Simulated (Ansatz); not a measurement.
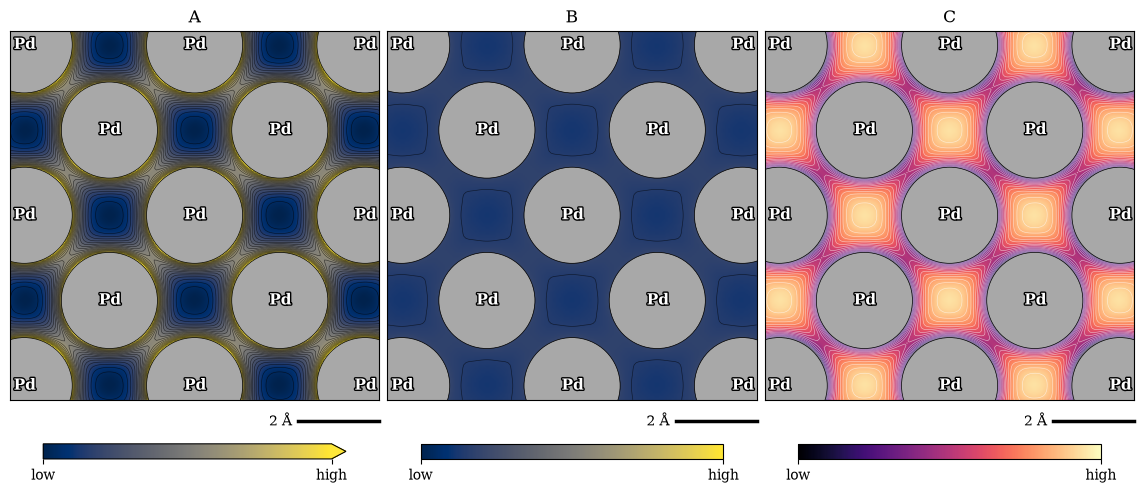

Pd: 3 fields on the (010) plane of the conventional cell, with unlabelled colour scales. Grey discs cover the atomic cores.

Space group Fm-3m; changed on purpose from its base cell (strain +0.080 along x and y, +0.080 along z, atoms carried along); computed pressure about −29 GPa in this cell.

Theory: Ansatz, DFT LDA, scalar-relativistic, plane waves, PAW.

The panels show electron localisation function, electrostatic potential energy of an electron and valence pseudo-density in some order. Assign them.

Answer. Panel A: valence pseudo-density. Panel B: electron localisation function. Panel C: electrostatic potential energy of an electron (low next to the atoms, rising into the space between them). From the grid: Pd–Pd (2.97 Å): ρ is about 0.2 e/Å³ halfway; the ELF is about 0.20 at the midpoint (no shared electron pair shows on this line).
